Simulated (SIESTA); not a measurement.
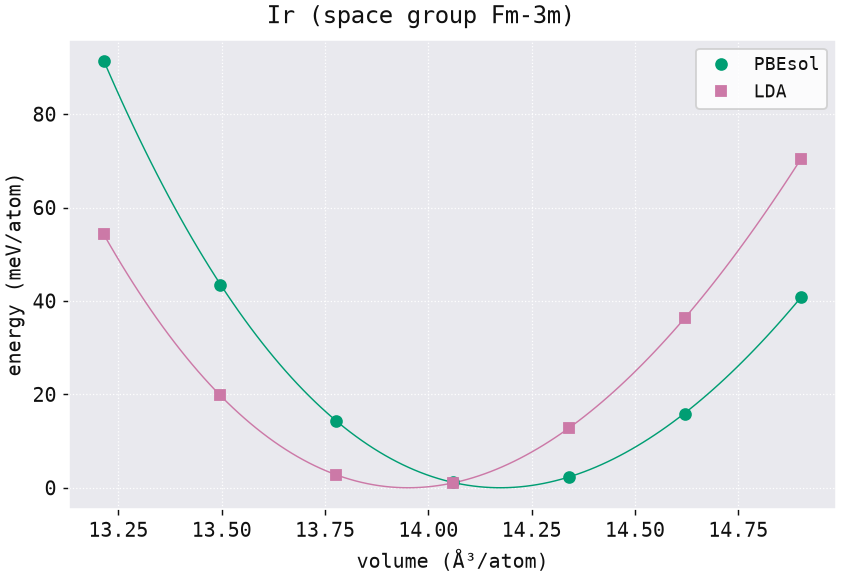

The plot gives the computed energy against volume, with one curve for each functional, for Ir (space group Fm-3m).

Method: DFT in numerical atomic orbitals with pseudopotentials, no spin polarisation; energies at scaled volumes of the given cell, shape and fractions fixed, counted from the fit's minimum, third-order Birch-Murnaghan fit (SIESTA 5.4.2). All runs: no spin polarisation.

- k mesh: 12×12×12
- occupations: Fermi–Dirac
- smearing width: 0.05 eV
- potentials: PseudoDojo 0.4 standard, converted to PSML, two zetas on semicore shells

Question: Order the curves by fitted equilibrium volume, smallest first.

Answer: LDA 13.951, PBEsol 14.174 Å³/atom.

Question: Order the curves by fitted bulk modulus, smallest first.

Answer: PBEsol 388.8, LDA 399.5 GPa.

Caveats: mulliken charges of long orbitals; potentials made for another functional (PBEsol); short basis over semicore shells; valence orbitals made in semicore potential.
